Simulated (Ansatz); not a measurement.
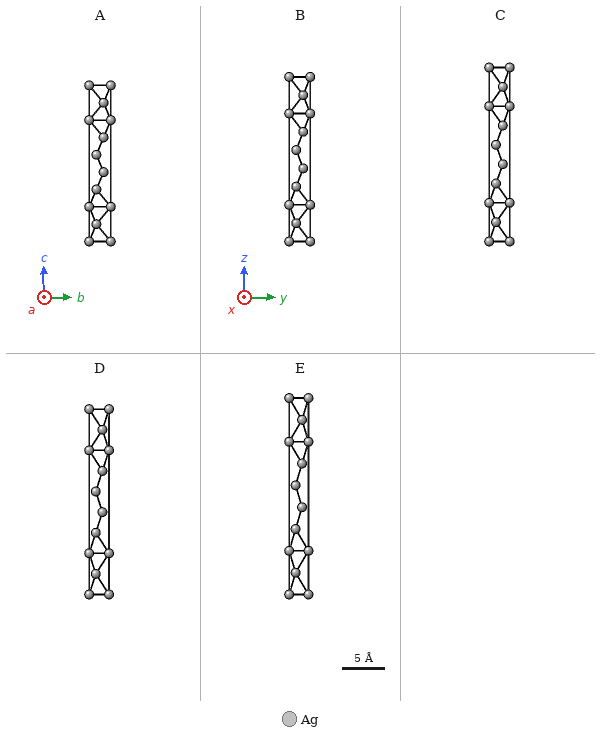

A scan of a crystal of Ag (R-3m) along one coordinate. x, y and z are the Cartesian axes of the input. The picture is a ball-and-stick view of the conventional cell (3 times the calculation's cell), seen along the a axis. Lengths and directions refer to the drawn axes.

Level of theory: DFT PBEsol, scalar-relativistic, plane waves, PAW (Ansatz 0.2.0). Set-up: plane-wave cutoff 420 eV; k-point mesh 24 × 24 × 24; occupations gaussian; smearing width 0.15 eV; no spin polarisation. Energies (free energies at the smearing named) are counted from the relaxed crystal.

### What is being scanned?

The ratio of the cell's length along z to its lengths across, counted as 1 for the reference, is changed at fixed volume (a c/a path), with the atoms kept at their fractional coordinates. In the frames the relative ratio is 0.85 (A), 0.92 (B), 1.00 (C), 1.10 (D), 1.20 (E). Their energies are 91.7 meV/atom, 28.7 meV/atom, 0.0 meV/atom, 34.6 meV/atom, 135.4 meV/atom.
